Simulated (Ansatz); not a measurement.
**Single-point calculation of MoTe2**

MoTe2 (slab, 3 atoms in the cell), computed with DFT PBE+D3(BJ), scalar-relativistic, plane waves, PAW, PAW set soft_1, no spin polarisation (Ansatz 0.2.0).

The structure derives from an entry of the Crystallography Open Database.

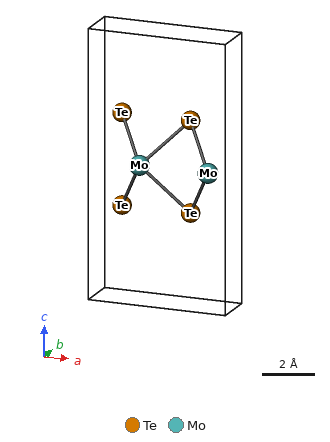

Fig. 1: The input geometry (ball-and-stick view of the 2 × 1 repeat of the cell, with the vacuum cut short, seen slightly off an axis). An atom can appear more than once, as a periodic image. Near neighbours in the periodic cell (some may lie outside the picture): Te has 3 Mo at 2.72 Å; Mo has 6 Te at 2.72 Å.

Key numbers

| quantity | value |
| --- | --- |
| outcome | converged |
| electrons treated | 46 |
| free energy | −18918.1448 eV |
| work function, top face | 4.23 eV |
| work function, bottom face | 4.23 eV |
| Fermi energy | 2.083 eV |
| gap on the k-point mesh | 1.19 eV |
| work function (upper face) | 4.23 eV |
| largest force (length of the vector) | under 0.001 eV/Å |
| hardware | 1 thread of Arm Neoverse V2, 24 GiB of memory available, shared host |
| wall time | 7.4 s |
| peak memory | 0.37 GiB |

The input
```yaml
crystal:
  lattice:
    - [3.5038814672, 0.0, 0.0]
    - [-1.7519407336, 3.0344503624, 0.0]
    - [0.0, 0.0, 19.1338598412]
  atoms:
    - { symbol: Te, position: [0.3333333333, 0.6666666667, 0.2090534808] }
    - { symbol: Mo, position: [0.6666666667, 0.3333333333, 0.3040123618] }
    - { symbol: Te, position: [0.3333333333, 0.6666666667, 0.3989712428] }
basis:
  ecutwfc: 420
kpoints:
  mp_grid: { grid: [9, 9, 1] }
hamiltonian:
  xc: pbe
  pseudopotentials: { kind: paw, azcp: { folder: soft_1 } }
  dispersion: d3bj
scf:
  occupations: { method: gaussian, width: 0.05 }
output:
  forces: true
  eigenvalues: true
efield:
  axis: 3
  dipole_correction: true
  ramp_width: 0.04
```

Launched with:
```bash
ansatz run input.yaml --threads 1 --pin off --max-ram 3072MiB --backend cpu --events-out ev --progress --plain --runs-dir out
```

What the program printed
```
Engine: ansatz 0.2.0, aarch64-unknown-linux-gnu
Pseudopotentials: kind: paw
Pseudopotential: Te, paw, valence charge 16, recommended cutoff 420 eV (normal), [file]
Pseudopotential: Mo, paw, valence charge 14, recommended cutoff 420 eV (normal), [file]
Functional definition: PBE
  parameter kappa = 0.804
  parameter beta = 0.06672455060314922
  exchange = pbe_x(kappa = kappa, mu = beta*pi^2/3)
  correlation = pbe_c(beta = beta)
Crystal: 3 atoms, lattice volume = 203.438 Å³
Basis set: ecut = 420 eV, 3969 PW (Γ), exchange–correlation on 48×48×256 points (8 copies of the dense FFT grid, shifted against one another)
Bands: 28, of which v1, the nominal top of the filled ones, is band 23 counted from 1 (22 counted from 0)
Symmetry: 6 space group operations
k-points: 12 of 81 (time reversal used)
Non-local potential: Te, projectors of the file, l = 0: 2, l = 1: 2, l = 2: 2, l = 3: 1
Non-local potential: Mo, projectors of the file, l = 0: 3, l = 1: 2, l = 2: 2, l = 3: 1
PAW form: soft (Blöchl's): semilocal exchange-correlation on the pseudo side does not see the compensation charge
PAW one-centre angular grid: Te, 590 points (default); XC on 64 Gauss nodes
PAW one-centre angular grid: Mo, 590 points (default); XC on 64 Gauss nodes
Initial density: superposition of atomic densities (neutral atoms: chi_scale 0, normalization atom)
Initial wavefunctions: pseudopotential atomic-orbital guess
Functional: x = pbe(κ = 0.804, μ = 0.2195149727645171), c = pbe(β = 0.06672455060314922)
SCF iter   1: F=—  HF=-18918.789369 eV  |F-HF|=—  |Δ(HF+E_count)|=         —  Δρ=2.97e-2  dr2=2.44e0  ethr=3.10e-3  p=-0.000 e·Å  D=-1.89e-7 V/Å  ΔV_dip=0.00 eV  dr2_dipole=9.31e-8  V_vac-E_F(+/−)=4.97/4.97 eV  ⟨swp⟩=10.4  Hψ=1859  notcnv=0
efield: sawtooth ramp at fractional position 0.7840 (placed from the atoms, in the widest stretch of the axis that holds none; the zero of the levels goes with the place), width 0.0400; the density the first Hamiltonian is built on has a dipole p = -0.000 e·Å; the dipole correction subtracts the counter field D = -1.89e-7 V/Å, which shifts the + side's vacuum level by +0.00 eV against the − side's; the planar-averaged density in the ramp window peaks in size at 4.6e-7 e/Å³
preconditioner: auto → Resta (q_TF=auto, 2.130 Å⁻¹)  ε∞=3.1  [insulator: Δε(μ)=1.230 eV  Ē_g=7.667 eV  σ=0.050 eV  W_gap=1.00  n_scr=30 (ndim 8)  ℏωp=11.0 eV  f_vac=0.603  D(μ)=0.00/eV (n_scr^D=0)  ε∞_Penn≈3.1  vacuum switching on, ρ_ref=4.3e-3 e/Å³]
SCF iter   2: F=—  HF=-18918.366942 eV  |F-HF|=—  |Δ(HF+E_count)|=   4.22e-1  Δρ=1.50e-2  dr2=1.83e0  ethr=3.10e-3  p=-0.000 e·Å  D=-6.85e-5 V/Å  ΔV_dip=0.00 eV  dr2_dipole=6.38e-7  V_vac-E_F(+/−)=5.40/5.40 eV  ⟨swp⟩=3.0  Hψ=672  notcnv=0  defer=12
SCF iter   3: F=—  HF=-18918.202132 eV  |F-HF|=—  |Δ(HF+E_count)|=   1.65e-1  Δρ=1.12e-2  dr2=3.72e-1  ethr=3.10e-3  p=0.000 e·Å  D=4.70e-5 V/Å  ΔV_dip=-0.00 eV  dr2_dipole=2.07e-7  V_vac-E_F(+/−)=4.35/4.35 eV  ⟨swp⟩=2.8  Hψ=470  notcnv=0  defer=12
SCF iter   4: F=—  HF=-18918.155443 eV  |F-HF|=—  |Δ(HF+E_count)|=   4.67e-2  Δρ=5.09e-3  dr2=6.66e-2  ethr=8.09e-4  p=-0.000 e·Å  D=-1.06e-5 V/Å  ΔV_dip=0.00 eV  dr2_dipole=3.55e-10  V_vac-E_F(+/−)=4.37/4.37 eV  ⟨swp⟩=2.0  Hψ=484  notcnv=0  defer=12
SCF iter   5: F=—  HF=-18918.145038 eV  |F-HF|=—  |Δ(HF+E_count)|=   1.04e-2  Δρ=9.87e-4  dr2=2.33e-3  ethr=1.45e-4  p=0.000 e·Å  D=3.62e-5 V/Å  ΔV_dip=-0.00 eV  dr2_dipole=1.19e-7  V_vac-E_F(+/−)=4.29/4.29 eV  ⟨swp⟩=2.0  Hψ=455  notcnv=0  defer=12
SCF iter   6: F=—  HF=-18918.144878 eV  |F-HF|=—  |Δ(HF+E_count)|=   1.59e-4  Δρ=3.75e-4  dr2=4.68e-4  ethr=5.07e-6  p=-0.000 e·Å  D=-1.70e-4 V/Å  ΔV_dip=0.00 eV  dr2_dipole=3.26e-6  V_vac-E_F(+/−)=4.25/4.25 eV  ⟨swp⟩=2.0  Hψ=426  notcnv=0  defer=12
SCF iter   7: F=—  HF=-18918.144803 eV  |F-HF|=—  |Δ(HF+E_count)|=   7.55e-5  Δρ=6.12e-5  dr2=6.60e-5  ethr=1.02e-6  p=0.000 e·Å  D=4.40e-4 V/Å  ΔV_dip=-0.01 eV  dr2_dipole=2.13e-5  V_vac-E_F(+/−)=4.23/4.24 eV  ⟨swp⟩=2.0  Hψ=412  notcnv=0  defer=12
SCF iter   8: F=—  HF=-18918.144782 eV  |F-HF|=—  |Δ(HF+E_count)|=   2.05e-5  Δρ=3.92e-5  dr2=2.80e-5  ethr=1.44e-7  p=-0.000 e·Å  D=-2.85e-4 V/Å  ΔV_dip=0.01 eV  dr2_dipole=9.23e-6  V_vac-E_F(+/−)=4.24/4.23 eV  ⟨swp⟩=2.1  Hψ=399  notcnv=0  defer=12
SCF iter   9: F=—  HF=-18918.144781 eV  |F-HF|=—  |Δ(HF+E_count)|=   1.64e-6  Δρ=2.00e-5  dr2=5.17e-6  ethr=6.09e-8  p=-0.000 e·Å  D=-1.19e-4 V/Å  ΔV_dip=0.00 eV  dr2_dipole=1.53e-6  V_vac-E_F(+/−)=4.23/4.23 eV  ⟨swp⟩=1.9  Hψ=354  notcnv=0  defer=12
SCF iter  10: F=—  HF=-18918.144780 eV  |F-HF|=—  |Δ(HF+E_count)|=   3.97e-7  Δρ=5.72e-6  dr2=3.85e-7  ethr=1.12e-8  p=-0.000 e·Å  D=-3.51e-5 V/Å  ΔV_dip=0.00 eV  dr2_dipole=1.15e-7  V_vac-E_F(+/−)=4.23/4.23 eV  ⟨swp⟩=2.0  Hψ=404  notcnv=0  defer=12
SCF iter  11: F=-18918.144780 eV  HF=-18918.144780 eV  |F-HF|=1.52e-8  |Δ(HF+E_count)|=   3.52e-8  Δρ=1.56e-6  dr2=1.49e-8  ethr=2.17e-10  p=-0.000 e·Å  D=-6.74e-6 V/Å  ΔV_dip=0.00 eV  dr2_dipole=3.11e-9  V_vac-E_F(+/−)=4.23/4.23 eV  ⟨swp⟩=13.2  Hψ=1534  notcnv=0
SCF 1 converged in 11 iterations: F = -18918.144780 eV  dr2 = 1.49e-8
  greatest PAW one-centre occupation: 0.999 electrons in one spin orbital (limit 2), on the Mo atom at site 1 (counted from 0), in its partial waves of l = 0
```

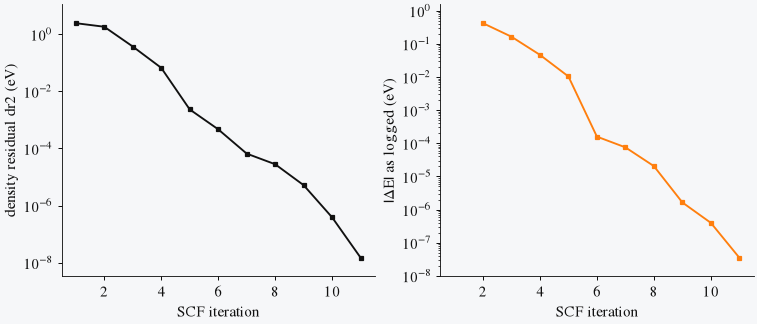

Fig. 2: Convergence of the self-consistent field: density residual dr2 and size of the energy change against the SCF iteration. The residual falls at every step.

```
SCF converged after 11 iterations
Free energy (F): -18918.144780 eV
Harris-Foulkes:  -18918.144780 eV  (|F-HF|=1.52e-8)
Internal energy: -18918.144780 eV  (E = F + TS)
E sigma→0 (E₀):  -18918.144780 eV
Fermi energy:    2.082734 eV
Dipole field:    D = 0.000068 V/Å  (p = 0.000076 e·Å, saw-weighted, corrected)
Work function:   Φ+ = 4.2294 eV   Φ− = 4.2307 eV
Levels:          The Fermi level and band energies are counted from a zero that moves with the ramp; work functions are not
--- Per-component energies (eV) ---
  E_band       = -1069.339776
  E_kinetic    = 767.819024
  E_local      = -32802.608332  (includes V_loc(G=0)·N_el)
  E_nonlocal   = 282.606839
  E_hartree    = 16030.457616
  E_xc         = -420.928569
  E_vxc        = -423.344535  (∫ρ·V_xc dr)
  E_paw        = -12556.337617  (= ΣΔE_a)
  E_vpaw       = -954.722218  (= ΣTr[D̂ρ^β])
  E_aug_tail   = 0.000232  (compensation charges beyond the density's cutoff)
  E_efield     = 0.000000  (sawtooth field / dipole correction)
  E_vefield    = 0.000000  (∫n·V_field dr)
  E_ewald      = 9782.050663
  E_disp       = -1.204636  (pairwise vdW)
  E_smearing   = -0.000000  (= −TS)
  E_closure    = 0.000000  (closes the sum)
  Σ components = -18918.144780   (vs F -18918.144780, Δ=0.00e0)
--- Forces (eV/Å), atoms counted from 1 ---
  atom   1  Te     0.00000000     0.00000000    -0.00038551
  atom   2  Mo     0.00000000    -0.00000000    -0.00004566
  atom   3  Te     0.00000000     0.00000000     0.00040604
  max |Σ_I F_I| component: 2.51e-5 eV/Å
--- Band table (eV; the first three rows and the last of 12) ---
  k-point 0: bands = ["-59.1700", "-35.0513", "-35.0513", "-35.0409", "-35.0409", "-34.9790", "-34.9790", "-34.9682", "-34.9682", "-34.9554", "-34.9472", "-33.3396", "-33.1734", "-33.1734", "-11.2192", "-10.2970", "-3.5642", "-0.3830", "-0.1081", "-0.1081", "0.6688", "0.6688", "0.9066", "4.6872", "4.6872", "4.9609", "4.9609", "5.5968"]
  k-point 1: bands = ["-59.1688", "-35.0502", "-35.0484", "-35.0428", "-35.0383", "-34.9800", "-34.9796", "-34.9717", "-34.9684", "-34.9543", "-34.9457", "-33.3312", "-33.1904", "-33.1765", "-11.0441", "-10.1736", "-3.3731", "-0.6485", "-0.4871", "0.0363", "0.4465", "0.7335", "0.8997", "4.0516", "4.0572", "4.5972", "4.8162", "5.8547"]
  k-point 2: bands = ["-59.1660", "-35.0482", "-35.0473", "-35.0409", "-35.0318", "-34.9827", "-34.9810", "-34.9798", "-34.9691", "-34.9516", "-34.9421", "-33.3102", "-33.2333", "-33.1846", "-10.5484", "-9.8255", "-2.8952", "-1.4320", "-1.2825", "-0.0337", "0.4043", "0.4238", "0.7249", "3.0765", "3.6793", "3.8875", "5.0357", "6.3748"]
  k-point 11: bands = ["-59.1591", "-35.0546", "-35.0324", "-35.0284", "-35.0278", "-34.9995", "-34.9888", "-34.9743", "-34.9739", "-34.9478", "-34.9339", "-33.2907", "-33.2605", "-33.2488", "-8.8112", "-8.6326", "-3.1007", "-2.9558", "-2.3827", "-1.5483", "-1.4414", "-0.3162", "1.4880", "2.6775", "3.3008", "4.0915", "5.6490", "6.6201"]
```

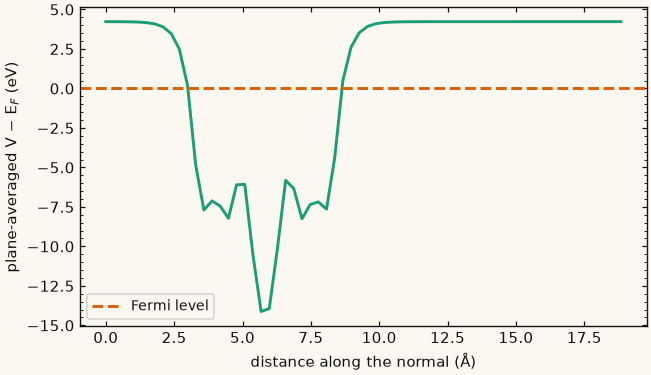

Fig. 3: Plane average of the electrostatic potential energy of an electron across the cell, from the Fermi level. The vacuum level lies 4.23 eV above the Fermi level.

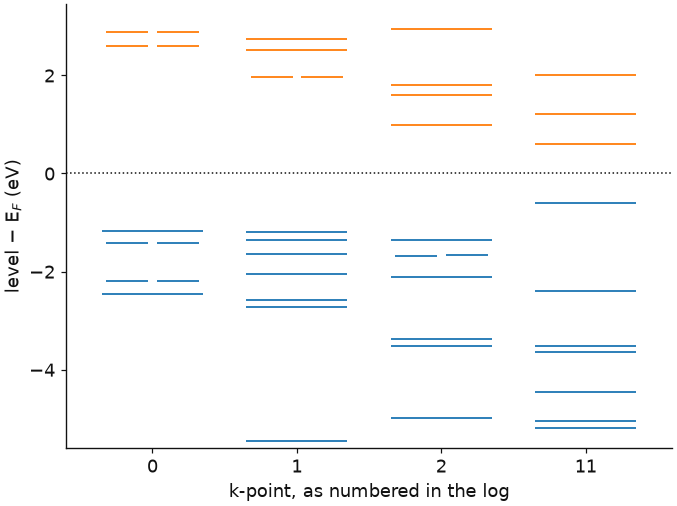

Fig. 4: Kohn–Sham levels near the Fermi level (dotted) at the few k-points that the log prints; levels within 0.02 eV of each other stand side by side. Among these points the highest filled and lowest empty levels are 1.19 eV apart, which is the gap on the mesh.
